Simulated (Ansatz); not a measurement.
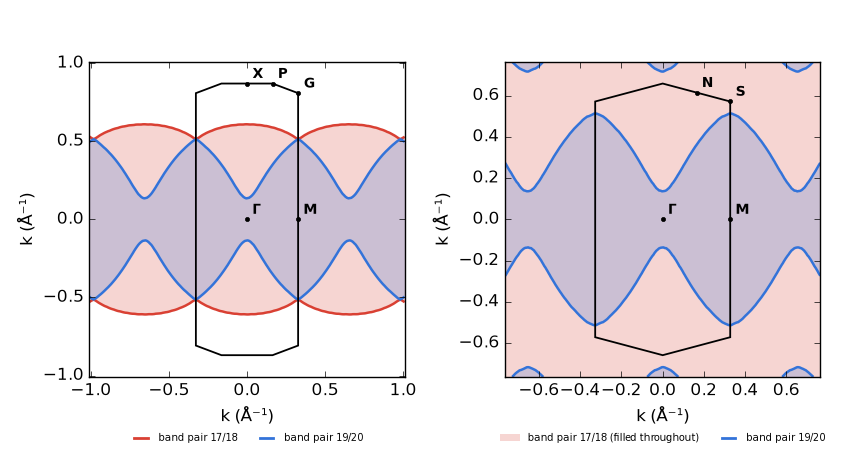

Cs in space group I4_1/amd: cuts through the Fermi surface in the plane through Γ, M and X and the plane through Γ, M and N, filled states shaded.

These are results of DFT PBE, spin-orbit coupling, plane waves, PAW; levels and slopes on a k mesh at the converged density (Ansatz 0.2.0), not measurements. Non-magnetic. With an inversion centre and no moment every band is doubly degenerate; a pair is shown and named once. k mesh for the levels: 14×14×14. The geometry was not relaxed. The cell comes from a database of computed structures, not from a measurement.

For each band, say where it is filled and where empty.

| band | Γ | M | X | N |
| --- | --- | --- | --- | --- |
| band pair 17/18 | filled | filled | empty | filled |
| band pair 19/20 | filled | filled | empty | empty |

What are the full three-dimensional sheets?

Band pair 17/18: one open hole tube parallel to Γ–M; mean Fermi speed 5.2 × 10⁵ m/s.
Band pair 19/20: one open electron tube parallel to Γ–M.

The mesh is coarse (steps of 0.12 Å⁻¹). Necks and pockets thinner than about two mesh steps aren't resolved, so separate pockets may in truth be joined.
